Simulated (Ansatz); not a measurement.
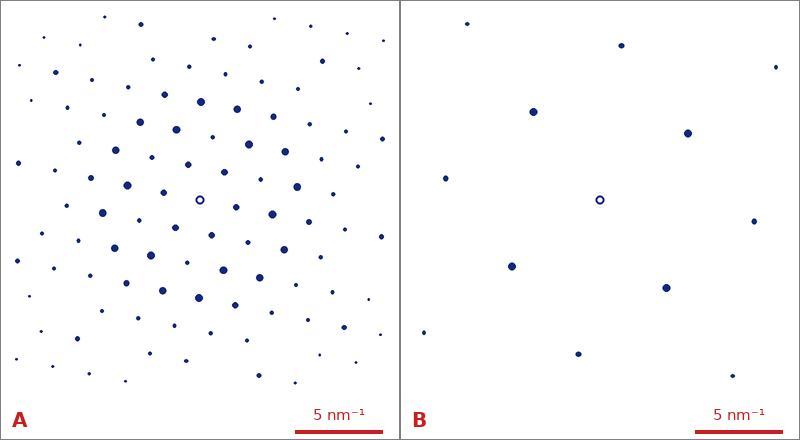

Kinematic electron diffraction patterns (120 kV, B = 0.5 Å², same scale, each along a low-index zone) of two structures of composition Be, each relaxed at zero pressure with Ansatz, DFT PBE, scalar-relativistic, plane waves, PAW.

The structures (standard cells):
1. Fm-3m (No. 225), a = 3.157 Å, 4 atoms; generated start, possibly hypothetical
2. P6_222 (No. 180), a = 5.423 Å, c = 2.186 Å (hexagonal axes), 6 atoms; generated start, possibly hypothetical

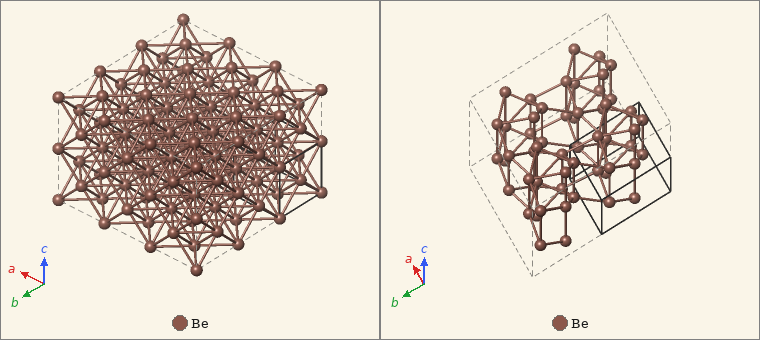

Drawings of the structures 1 to 2, from left to right (each may span several cells).

Q: Which pattern belongs to which structure, and along which zone?

A: A is structure 2 along [001]: hexagonal net of 1 -1 0 at d = 4.70 Å and 1 0 0 at d = 4.70 Å, 60.0° apart (some points of this net are extinct or too weak to see). B is structure 1 along [001] or an equivalent direction: square net of 2 0 0 at d = 1.58 Å and 0 2 0 at d = 1.58 Å, 90.0° apart.

Q: Which structure lies lowest at this level of theory, and by how much?

A: Structure 1 (Fm-3m, 7.86 Å³ an atom) is the lowest of these; structure 2 (P6_222, 9.28 Å³ an atom) lies about 310 meV an atom higher. These are static energies at 0 K; other structures, not shown, may lie lower still.
